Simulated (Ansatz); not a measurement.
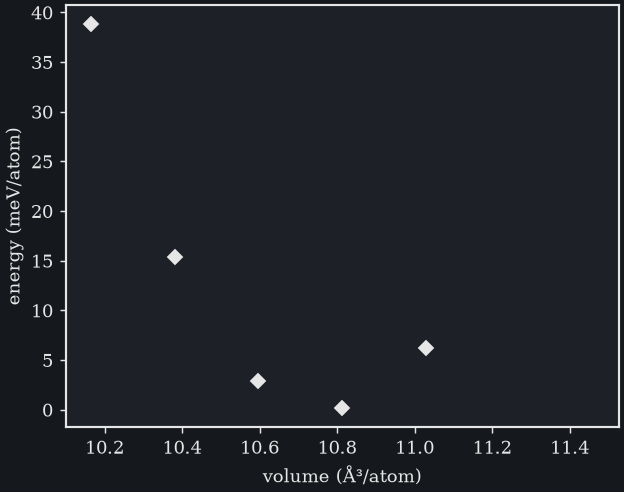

The picture above shows the energy against volume for TaN, space group Fm-3m (No. 225).

Cell as given: a = 3.127 Å, b = 3.127 Å, c = 3.127 Å, α = 60.00°, β = 60.00°, γ = 60.00°; 2 atoms.

How it was computed, with Ansatz 0.2.0: plane-wave DFT, no spin polarisation; energies at scaled volumes of the given cell, shape and fractions fixed, counted from the fit's minimum, third-order Birch-Murnaghan fit. Level: PBE.

k mesh 10×10×10; occupations Fermi–Dirac; smearing width 0.05 eV; potentials Ansatz PAW; wave cutoff 420 eV; density cutoff 1680 eV.

The points at volume 11.25 Å³/atom and 11.46 Å³/atom are left out of the plot. What values does the calculation give there?

```tsv
volume (Å³/atom)	energy (meV/atom)
11.25	20.09
11.46	40.97
```
